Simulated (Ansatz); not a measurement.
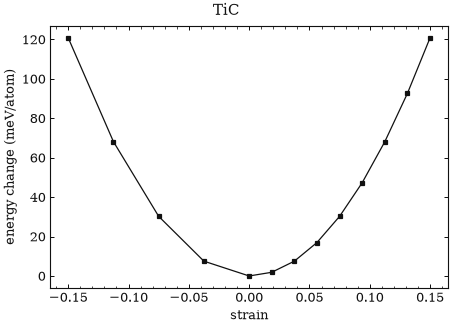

The figure shows the energy change against strain for TiC, space group Fm-3m (No. 225).

Starting cell:
```
CELL_PARAMETERS angstrom
0.00000 2.16400 2.16400
2.16400 0.00000 2.16400
2.16400 2.16400 0.00000
ATOMIC_POSITIONS crystal
Ti 0.00000 0.00000 0.00000
C 0.50000 0.50000 0.50000
```

Calculation (Ansatz 0.2.0): homogeneous strain of a crystal along one Voigt pattern with engineering shear, fractional coordinates fixed, by plane-wave density functional theory with PAW datasets, free energies less that of the undisturbed cell, pressure positive in compression; scalar-relativistic. Level: PBE, no spin polarisation.

wave cutoff 420 eV; k mesh 18×18×18; occupations Gaussian; smearing width 0.15 eV; k shift (0, 0, 0) (mesh steps); start as given; strain pattern (0, 0, 0, 0, 0, 1) (xx yy zz yz xz xy with engineering shear).

The points at strain −0.1125, −0.0375, 0.075 and 0.15 follow from computed ones by symmetry.

From this curve and the settings, what does the calculation give for the tensile stress summed over the strain pattern and pressure at the same points?

The tensile stress summed over the strain pattern rises from −25.0 GPa at strain −0.1500 to 25.0 GPa at 0.1500, and changes sign near 0.000. The pressure goes from 2.585 GPa at strain −0.1500 to 2.585 GPa at 0.1500, not monotonically, with a low of 0.878 GPa at 0.0000.

```json
{"strain": "-0.1500", "tensile stress summed over the strain pattern (GPa)": "-25.0", "pressure (GPa)": "2.585"}
{"strain": "-0.1125", "tensile stress summed over the strain pattern (GPa)": "-19.0", "pressure (GPa)": "1.817"}
{"strain": "-0.0750", "tensile stress summed over the strain pattern (GPa)": "-12.7", "pressure (GPa)": "1.281"}
{"strain": "-0.0375", "tensile stress summed over the strain pattern (GPa)": "-6.3", "pressure (GPa)": "0.971"}
{"strain": "0.0000", "tensile stress summed over the strain pattern (GPa)": "0.0", "pressure (GPa)": "0.878"}
{"strain": "0.0187", "tensile stress summed over the strain pattern (GPa)": "3.1", "pressure (GPa)": "0.900"}
{"strain": "0.0375", "tensile stress summed over the strain pattern (GPa)": "6.3", "pressure (GPa)": "0.971"}
{"strain": "0.0562", "tensile stress summed over the strain pattern (GPa)": "9.5", "pressure (GPa)": "1.097"}
{"strain": "0.0750", "tensile stress summed over the strain pattern (GPa)": "12.7", "pressure (GPa)": "1.281"}
{"strain": "0.0937", "tensile stress summed over the strain pattern (GPa)": "15.9", "pressure (GPa)": "1.520"}
{"strain": "0.1125", "tensile stress summed over the strain pattern (GPa)": "19.0", "pressure (GPa)": "1.817"}
{"strain": "0.1312", "tensile stress summed over the strain pattern (GPa)": "22.0", "pressure (GPa)": "2.170"}
{"strain": "0.1500", "tensile stress summed over the strain pattern (GPa)": "25.0", "pressure (GPa)": "2.585"}
```

Note: reference crystal is not relaxed.
